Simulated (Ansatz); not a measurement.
System: Li₂Se, space group Fm-3m (No. 225).

The given structure:
```xyz
3
Lattice="0.0000 2.8805 2.8805 2.8805 0.0000 2.8805 2.8805 2.8805 0.0000" Properties=species:S:1:pos:R:3 pbc="T T T"
Li    1.4402    1.4402    1.4402
Li    4.3207    4.3207    4.3207
Se    0.0000    0.0000    0.0000
```

Method: Born effective charges by linear response at the zone centre, in units of the proton charge, Cartesian axes of the given cell; plane waves with PAW datasets (Ansatz 0.2.0). Level: PBEsol, no spin polarisation.

wave cutoff 420 eV; k mesh 8×8×8; occupations fixed; pressure 4 GPa.

What does the calculation give for the mean Born effective charge of each atom? The cases: Li 1; Li 2; Se.

The largest in size is that of Se, −1.80 e, and the charges add up to 0.00 e. The charges are isotropic.

| atom | mean Born effective charge (e) |
| --- | --- |
| Li 1 | 0.898 |
| Li 2 | 0.898 |
| Se | −1.796 |

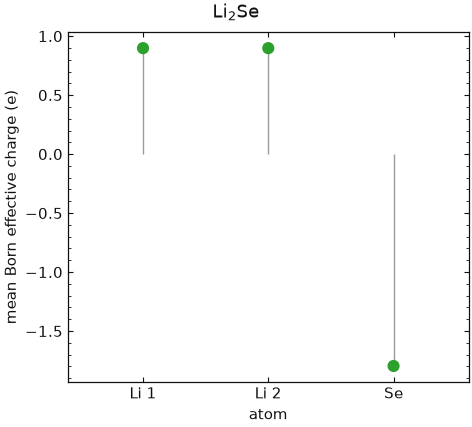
